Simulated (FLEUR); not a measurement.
# NiO: magnetism against the ratio c/a, part 2 of 2

Aim: follow the moments and order energies of NiO as the ratio c/a changes.

FLEUR MaX-R8.1; PBE with U = 6 eV on Ni d; all-electron FLAPW, Dirac cores, scalar-relativistic bands.

So far, largest spin moment in the muffin-tin sphere (μB): step 2 (factor 1, start ferro +) 1.79; step 3 (factor 1, start antiferro q=(0,1/2,1/2) +-) 1.80.

## (4) Factor 1.1, start ferro +

The farthest finished point is shown in full.

The k list default-1 (kpts.xml, not shown) is a Γ-centred 8×8×8 mesh.

inp.xml

```
<?xml version="1.0" encoding="UTF-8" standalone="no"?>
<fleurInput fleurInputVersion="0.39">
   <comment>
      NiO
   </comment>
   <calculationSetup>
      <cutoffs Kmax="4.4" Gmax="13.2" GmaxXC="13.2" numbands="0"/>
      <scfLoop itmax="110" minDistance="0.0001" maxIterBroyd="15" imix="Anderson" alpha="0.05" precondParam="0.0" spinf="2.0" sdNocoIR="T"/>
      <coreElectrons ctail="T" frcor="F" kcrel="0" coretail_lmax="0"/>
      <xcFunctional name="pbe" relativisticCorrections="F"/>
      <magnetism jspins="2"/>
      <soc l_soc="F" theta="0.0" phi="0.0" spav="F"/>
      <expertModes spex="0" secvar="F"/>
      <geometryOptimization l_f="F" forcealpha="1.0" forcemix="BFGS" epsdisp="0.00001" epsforce="0.00001"/>
      <ldaU l_linMix="F" mixParam="0.05" spinf="1.0"/>
   </calculationSetup>
   <cell>
      <bzIntegration valenceElectrons="24.0" mode="hist" fermiSmearingEnergy="0.00183747">
         <kPointListSelection listName="default-1"/>
         <xi:include xmlns:xi="http://www.w3.org/2001/XInclude" href="kpts.xml"> </xi:include>
      </bzIntegration>
      <xi:include xmlns:xi="http://www.w3.org/2001/XInclude" href="sym.xml"> </xi:include>
      <bulkLattice scale="1.0">
         <bravaisMatrix>
            <row-1>    0.0000000000000000     3.7583424586238228     4.3359611075339712</row-1>
            <row-2>    3.7583424586238228     0.0000000000000000     4.3359611075339712</row-2>
            <row-3>    3.7583424586238228     3.7583424586238228     0.0000000000000000</row-3>
         </bravaisMatrix>
      </bulkLattice>
   </cell>
   <atomSpecies>
      <species name="Nickel (Ni2.000" element="Ni" atomicNumber="28">
         <mtSphere radius="2.21" gridPoints="731" logIncrement="0.017"/>
         <atomicCutoffs lmax="8" lnonsphr="6"/>
         <electronConfig flipSpins="F">
            <coreConfig>(1s1/2) (2s1/2) (2p1/2) (2p3/2)</coreConfig>
            <valenceConfig>(3s1/2) (3p1/2) (3p3/2) (4s1/2) (3d3/2) (3d5/2)</valenceConfig>
            <stateOccupation state="(3d3/2)" spinUp="2.0" spinDown="1.2"/>
            <stateOccupation state="(3d5/2)" spinUp="3.0" spinDown="1.8"/>
         </electronConfig>
         <energyParameters s="4" p="4" d="3" f="4"/>
         <ldaU l="2" U="6.0" J="0.0" l_amf="F"/>
         <lo type="SCLO" l="0" n="3" eDeriv="0"/>
         <lo type="SCLO" l="1" n="3" eDeriv="0"/>
      </species>
      <species name="Oxygen (O)" element="O" atomicNumber="8">
         <mtSphere radius="1.25" gridPoints="415" logIncrement="0.025"/>
         <atomicCutoffs lmax="6" lnonsphr="4"/>
         <electronConfig flipSpins="F">
            <coreConfig>(1s1/2)</coreConfig>
            <valenceConfig>(2s1/2) (2p1/2) (2p3/2)</valenceConfig>
            <stateOccupation state="(2p1/2)" spinUp="0.666667" spinDown="0.666667"/>
            <stateOccupation state="(2p3/2)" spinUp="1.333333" spinDown="1.333333"/>
         </electronConfig>
         <energyParameters s="2" p="2" d="3" f="4"/>
      </species>
   </atomSpecies>
   <atomGroups>
      <atomGroup species="Nickel (Ni2.000">
         <relPos label="                   1">.0000000000 .0000000000 .0000000000</relPos>
         <force calculate="T" relaxXYZ="TTT"/>
      </atomGroup>
      <atomGroup species="Oxygen (O)">
         <relPos label="                   2">1.000/2.000 1.000/2.000 1.000/2.000</relPos>
         <force calculate="T" relaxXYZ="TTT"/>
      </atomGroup>
   </atomGroups>
   <output dos="F" band="F" slice="F">
      <bandDOS minEnergy="-.5*Htr" maxEnergy="0.5*Htr" sigma="0.015" storeEVData="T"/>
      <plotting iplot="0" polar="F">
         <plot TwoD="T" vec1="  1.0  0.0  0.0" vec2="  0.0  1.0  0.0" vec3="  0.0  0.0  1.0" zero="  0.0  0.0  0.0" file="plot"/>
      </plotting>
      <moessbauerParams electricFieldGradient="F" isomerShift="F" coreHyperfine="F" valenceHyperfine="F"/>
   </output>
</fleurInput>
```

crystal.txt

```
NiO
&input film=F cartesian=F /
0.00000000000  1.98882917990  2.29449180550
1.98882917990  0.00000000000  2.29449180550
1.98882917990  1.98882917990  0.00000000000
1.8897261246
1.0 1.0 1.0

2
28 0.00000000000  0.00000000000  0.00000000000 : 2.000
8 0.50000000000  0.50000000000  0.50000000000

&kpt div1=8 div2=8 div3=8 gamma=T /
```

On the command line:

```console
OMP_NUM_THREADS=1 inpgen -f crystal.txt > inpgen.log  # inp.xml is then edited as shown
OMP_NUM_THREADS=1 mpirun -n 4 fleur_MPI > fleur.log
```

Output:

```text
[banner, memory and clock lines left out]
Welcome to FLEUR        (www.flapw.de)
      MaX-Release 8.1          (www.max-centre.eu)

 ========== k-point set info ==========
 Selected k-point list: default-1
 k-point list type: mesh
 0 x 0 x 0
 Number of k points: 60

 [... set-up left out ...]
 no density matrix found ... skipping LDA+U
 Reset of history
 Iteration:     1   Distance:      28.92560698 me/bohr^3
 Iteration:     2   Distance:      38.63187021 me/bohr^3
 Iteration:     3   Distance:      36.10143673 me/bohr^3
 Iteration:     4   Distance:      18.61574849 me/bohr^3
[...]
[... left out ...]
            <freeEnergy value="-1595.9528486976"/>
            <extrapolationTo0K value="-1595.9528486976"/>
         </totalEnergy>
         [... left out ...]
         <ldaUDensityMatrixConvergence>
            <distance spin="1" distance="0.000000"/>
            <distance spin="2" distance="0.000000"/>
         </ldaUDensityMatrixConvergence>
         <densityConvergence units="me/bohr^3">
            <chargeDensity spin="1" distance="0.0000312964"/>
            <chargeDensity spin="2" distance="0.0000215098"/>
            <overallChargeDensity distance="0.0000467863"/>
            <spinDensity distance="0.0000263689"/>
         </densityConvergence>
      </iteration>
```

Wall time 10 s (4 MPI ranks of Arm Neoverse V2, shared host); peak memory 0.19 GiB; 40 s of CPU time.

Spin moment in the muffin-tin sphere by atom:

```csv
atom,spin moment in the muffin-tin sphere (μB)
Ni1,1.79
O2,0.16
```

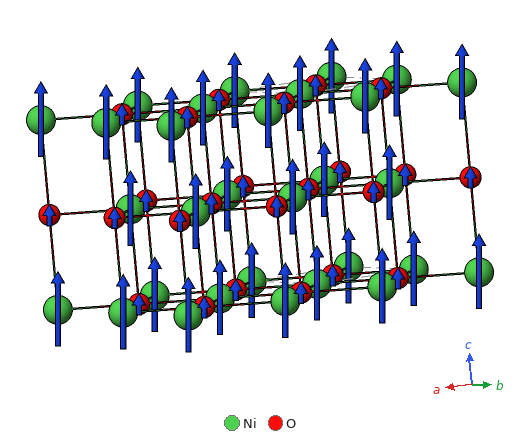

Spin moment in the muffin-tin sphere as arrows, the longest 1.79 μB. Up and down stand for the sign. Arrows give size and sign along the axis of quantisation, drawn up and down the page. Each arrow also spans its atom, so small moments look longer than they are. 3×2×1 conventional cells are drawn. Some periodic images of atoms are drawn too.

This step gave:

```yaml
free_energy: -43428.0894 eV
program_s_band_gap_on_this_mesh_in_a_metal_only_a_level_spacing: 0.9028 eV
magnetization: 2 μB
final_state: ferromagnetic
```

After 19 cycles the largest moment stands at 1.79 μB.

## (5) Factor 1.1, start antiferro q=(0,1/2,1/2) +-

The k list default-1 (kpts.xml, not shown) is a Γ-centred 8×4×8 mesh.

inp.xml: that of step 4 with these lines changed.

```diff
@@ -17,3 +17,3 @@
    <cell>
-      <bzIntegration valenceElectrons="24.0" mode="hist" fermiSmearingEnergy="0.00183747">
+      <bzIntegration valenceElectrons="48.0" mode="hist" fermiSmearingEnergy="0.00183747">
          <kPointListSelection listName="default-1"/>
@@ -24,5 +24,5 @@
          <bravaisMatrix>
-            <row-1>    0.0000000000000000     3.7583424586238228     4.3359611075339712</row-1>
-            <row-2>    3.7583424586238228     0.0000000000000000     4.3359611075339712</row-2>
-            <row-3>    3.7583424586238228     3.7583424586238228     0.0000000000000000</row-3>
+            <row-1>    0.0000000000188973     3.7583424586616174     4.3359611075906637</row-1>
+            <row-2>    7.5166849172476455     0.0000000000566918     8.6719222152569149</row-2>
+            <row-3>    7.5166849172665433     3.7583424586427201     4.3359611075906637</row-3>
          </bravaisMatrix>
@@ -39,2 +39,16 @@
             <stateOccupation state="(3d5/2)" spinUp="3.0" spinDown="1.8"/>
+         </electronConfig>
+         <energyParameters s="4" p="4" d="3" f="4"/>
+         <ldaU l="2" U="6.0" J="0.0" l_amf="F"/>
+         <lo type="SCLO" l="0" n="3" eDeriv="0"/>
+         <lo type="SCLO" l="1" n="3" eDeriv="0"/>
+      </species>
+      <species name="Nickel (Ni-2.000" element="Ni" atomicNumber="28">
+         <mtSphere radius="2.21" gridPoints="731" logIncrement="0.017"/>
+         <atomicCutoffs lmax="8" lnonsphr="6"/>
+         <electronConfig flipSpins="F">
+            <coreConfig>(1s1/2) (2s1/2) (2p1/2) (2p3/2)</coreConfig>
+            <valenceConfig>(3s1/2) (3p1/2) (3p3/2) (4s1/2) (3d3/2) (3d5/2)</valenceConfig>
+            <stateOccupation state="(3d3/2)" spinUp="1.2" spinDown="2.0"/>
+            <stateOccupation state="(3d5/2)" spinUp="1.8" spinDown="3.0"/>
          </electronConfig>
@@ -62,4 +76,12 @@
       </atomGroup>
+      <atomGroup species="Nickel (Ni-2.000">
+         <relPos label="                   2">.0000000000 1.000/2.000 .0000000000</relPos>
+         <force calculate="T" relaxXYZ="TTT"/>
+      </atomGroup>
       <atomGroup species="Oxygen (O)">
-         <relPos label="                   2">1.000/2.000 1.000/2.000 1.000/2.000</relPos>
+         <relPos label="                   3">1.000/2.000 .0000000000 1.000/2.000</relPos>
+         <force calculate="T" relaxXYZ="TTT"/>
+      </atomGroup>
+      <atomGroup species="Oxygen (O)">
+         <relPos label="                   4">1.000/2.000 1.000/2.000 1.000/2.000</relPos>
          <force calculate="T" relaxXYZ="TTT"/>
```

crystal.txt

```
NiO
&input film=F cartesian=F /
0.00000000001  1.98882917992  2.29449180553
3.97765835980  0.00000000003  4.58898361110
3.97765835981  1.98882917991  2.29449180553
1.8897261246
1.0 1.0 1.0

4
28 0.00000000000  0.00000000000  0.00000000000 : 2.000
28 0.00000000000  0.50000000000  0.00000000000 : -2.000
8 0.50000000000  0.00000000000  0.50000000000
8 0.50000000000  0.50000000000  0.50000000000

&kpt div1=8 div2=4 div3=8 gamma=T /
```

Output:

```text
[banner, memory and clock lines left out]
Welcome to FLEUR        (www.flapw.de)
      MaX-Release 8.1          (www.max-centre.eu)

 ========== k-point set info ==========
 Selected k-point list: default-1
 k-point list type: mesh
 0 x 0 x 0
 Number of k points: 80

 [... set-up left out ...]
 no density matrix found ... skipping LDA+U
 Reset of history
 Iteration:     1   Distance:      32.09637279 me/bohr^3
 Iteration:     2   Distance:      39.08871439 me/bohr^3
 Iteration:     3   Distance:      36.50932224 me/bohr^3
 Iteration:     4   Distance:      19.17460170 me/bohr^3
[...]
[... left out ...]
            <freeEnergy value="-3191.9051120764"/>
            <extrapolationTo0K value="-3191.9051120764"/>
         </totalEnergy>
         [... left out ...]
         <ldaUDensityMatrixConvergence>
            <distance spin="1" distance="0.000000"/>
            <distance spin="2" distance="0.000000"/>
         </ldaUDensityMatrixConvergence>
         <densityConvergence units="me/bohr^3">
            <chargeDensity spin="1" distance="0.0000232938"/>
            <chargeDensity spin="2" distance="0.0000216689"/>
            <overallChargeDensity distance="0.0000411471"/>
            <spinDensity distance="0.0000181990"/>
         </densityConvergence>
      </iteration>
```

It took 49 s on 4 MPI ranks; peak memory 0.32 GiB.

Read from the output:

```yaml
free_energy: -86856.1629 eV
program_s_band_gap_on_this_mesh_in_a_metal_only_a_level_spacing: 1.273 eV
magnetization: 0 μB
final_state: antiferromagnetic
largest_moment: 1.794 μB
```

After 19 cycles the largest moment stands at 1.79 μB.

## (6) Trends

In all 18 runs were made at the factors 0.9, 0.93, 0.96, 0.98, 1, 1.02, 1.04, 1.07 and 1.1, of which 18 converged. The tables hold the factors at which the parallel start converged, and CPU times count converged runs alone. Differences are of free energies.

Final states:

```csv
factor on c at fixed volume,ferro +,"antiferro q=(0,1/2,1/2) +-",CPU time (s)
0.9,ferromagnetic,antiferromagnetic,236.2
0.93,ferromagnetic,antiferromagnetic,226.1
0.96,ferromagnetic,antiferromagnetic,202.7
0.98,ferromagnetic,antiferromagnetic,213.7
1,ferromagnetic,antiferromagnetic,212.1
1.02,ferromagnetic,antiferromagnetic,226.8
1.04,ferromagnetic,antiferromagnetic,223.1
1.07,ferromagnetic,antiferromagnetic,231.7
1.1,ferromagnetic,antiferromagnetic,236
```

Table of energy over the lowest point, ferro + by factor on c at fixed volume:

```csv
factor on c at fixed volume,"energy over the lowest point, ferro + (meV a primitive cell)"
0.9000,319
0.9300,135
0.9600,46.5
0.9800,7.28
1.0000,0
1.0200,4.00
1.0400,22.5
1.0700,95.1
1.1000,193
```

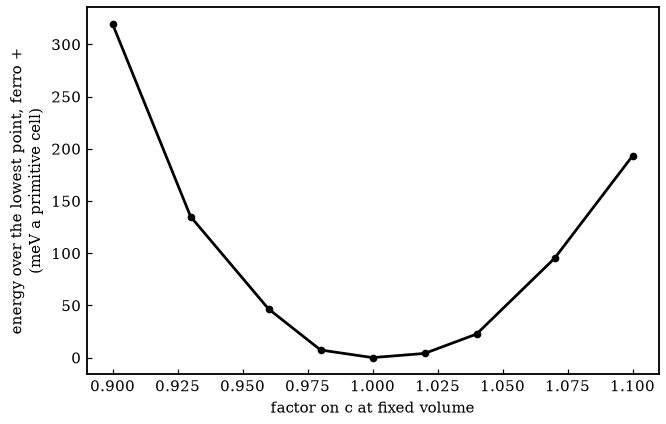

Energy over the lowest point, ferro + against factor on c at fixed volume.

Largest sphere moment against factor on c at fixed volume:

```csv
factor on c at fixed volume,ferro + (μB),"antiferro q=(0,1/2,1/2) +- (μB)"
0.9000,1.78,1.79
0.9300,1.79,1.80
0.9600,1.79,1.80
0.9800,1.79,1.80
1.0000,1.79,1.80
1.0200,1.79,1.80
1.0400,1.79,1.80
1.0700,1.79,1.80
1.1000,1.79,1.79
```

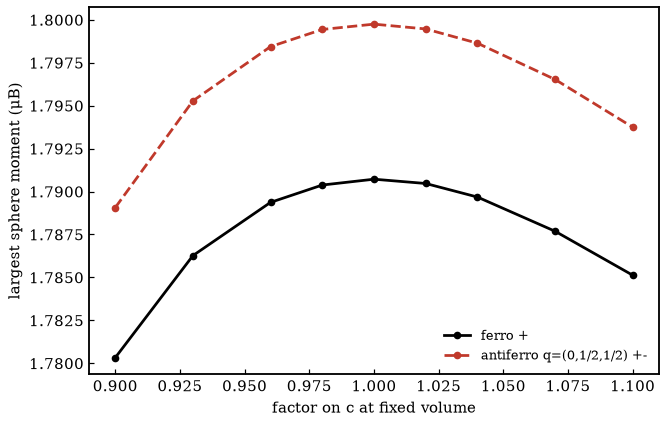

Largest sphere moment against factor on c at fixed volume.

The net moment, ferro + stays at 2.00 μB a primitive cell for factor on c at fixed volume from 0.9 to 1.1.

Table of energy less that of the parallel start, antiferro q=(0,1/2,1/2) +- by factor on c at fixed volume:

```csv
factor on c at fixed volume,"energy less that of the parallel start, antiferro q=(0,1/2,1/2) +- (meV a seeded atom)"
0.9000,8.68
0.9300,9.07
0.9600,9.24
0.9800,9.23
1.0000,9.16
1.0200,9.06
1.0400,8.88
1.0700,8.52
1.1000,7.96
```

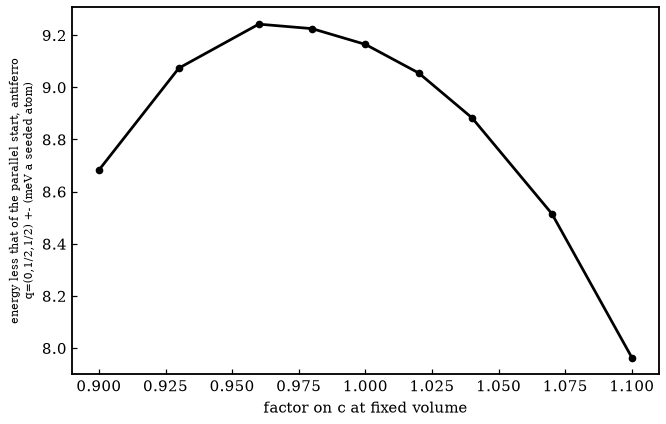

Energy less that of the parallel start, antiferro q=(0,1/2,1/2) +- against factor on c at fixed volume.

## (7) Summary of results

```
largest moment, parallel start                           : 1.78 μB at 0.9, 1.79 μB at 1.1
net moment, parallel start                               : 2.00 to 2 μB a primitive cell
start antiferro q=(0,1/2,1/2) +- less the parallel start : +8.7 meV at 0.9, +8.0 meV at 1.1, a seeded atom
```

The largest moment of the parallel start goes from 1.78 μB at 0.9 to 1.79 μB at 1.1. Its energy is least at 1 of the points run. The start antiferro q=(0,1/2,1/2) +- lies over the parallel start at every point where both finished. The opposed order is one of several, taken for its small cell; another can lie lower, so the scan does not name the ground state. Atoms were not relaxed at any point.

[Logs and program files are shortened in this print: banners, set-up blocks, solver, clock and traceback lines can be left out without a mark of their own.]

[Logs are printed without paths, hosts, clocks, repeated set-up lines and the standing remarks that a program may print on its own settings, such as how far it seeks lower states.]

[Hosts, paths, dates, database ids (printed as entryN), source tags and the programs' standing remarks are cut or masked in the printed files.]

[Where a cell is said to come from a database of computed structures, the database is the Materials Project.]
